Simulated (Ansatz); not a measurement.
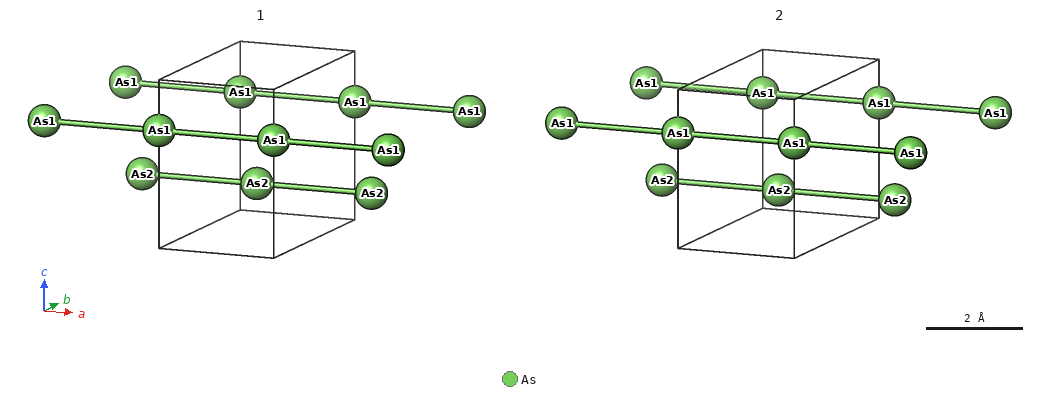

Two geometries of a crystal of As (a generated structure, set up in Pmmn) (coarse preliminary run), drawn at one scale. One is the start of a relaxation, the other its converged end. Style: ball-and-stick. Shown: the cell of the calculation, slightly off an axis.

Level of theory: DFT PBE, scalar-relativistic, plane waves, PAW (Ansatz 0.2.0). Set-up: plane-wave cutoff 420 eV; k-point mesh 6 × 4 × 6; occupations gaussian; smearing width 0.1 eV; no spin polarisation; cell and atoms relaxed; force threshold 0.04 eV/Å; at most 70 steps.

Which of the two is the end point?

Answer. Structure 2 is the relaxed one. The largest moves relative to the cell, 0.092 Å, are those of As1 and As2. As1 goes along +c. The volume changes by −0.3 %, with a 2.607 → 2.646 Å (+1.5 %), b 4.352 → 4.540 Å (+4.3 %), c 3.606 → 3.395 Å (−5.8 %). Near-neighbour distances that change, for instance: As1–As1 2.607 → 2.646 Å. The space group stays Pmmn (No. 59). After 5 accepted moves (7 points after the start) the energy has fallen by 30.8 meV per atom. Largest force component: 0.28 eV/Å at the start, 0.0037 eV/Å at the end. The pressure goes from 2.67 to 0.06 GPa. The line search rejected the trial step at point 5 of the run. The SCF was repeated once at an unchanged geometry on a basis and grid sized afresh for the cell, which shifted the energy by less than 0.05 meV per atom at most.

Limits of the set-up: the k-point mesh is coarse for a cell with partly filled bands.
